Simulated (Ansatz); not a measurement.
System ZrB (space group P6_3/mmc, No. 194); source of the atomic positions: coordinates from a relaxation with Ansatz, DFT r2SCAN, scalar-relativistic, plane waves, PAW; the starting structure was generated, so it need not be a known form of this composition.

```cif
data_structure
_symmetry_space_group_name_H-M 'P6_3/mmc'
_symmetry_Int_Tables_number 194
_cell_length_a 3.3956
_cell_length_b 3.3956
_cell_length_c 6.1825
_cell_angle_alpha 90.000
_cell_angle_beta 90.000
_cell_angle_gamma 120.000
_cell_volume 61.74
loop_
_atom_site_label
_atom_site_type_symbol
_atom_site_symmetry_multiplicity
_atom_site_Wyckoff_symbol
_atom_site_fract_x
_atom_site_fract_y
_atom_site_fract_z
_atom_site_occupancy
Zr1 Zr 2 a 0.00000 0.00000 0.00000 1
B1 B 2 c 0.33333 0.66667 0.25000 1
```

Describe the stacking along c, with columns A (0, 0), B (1/3, 2/3), C (2/3, 1/3) of the hexagonal mesh.

Zr(A) – B(B) – Zr(A) – B(C) (four layers in 6.18 Å).

B layers alone: BC, the hexagonal close-packed type.

Zr: two octahedral sites (per hexagonal cell).

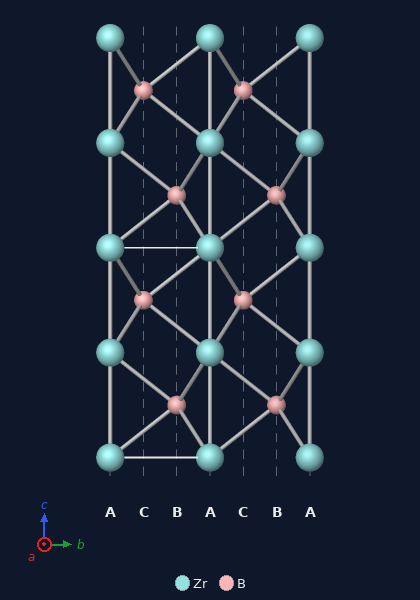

Projection along an edge of the hexagonal mesh, stacking direction c upwards. The dashed lines mark the three columns A (0, 0), B (1/3, 2/3) and C (2/3, 1/3). The sequence starts with the first layer at or above the cell's origin.
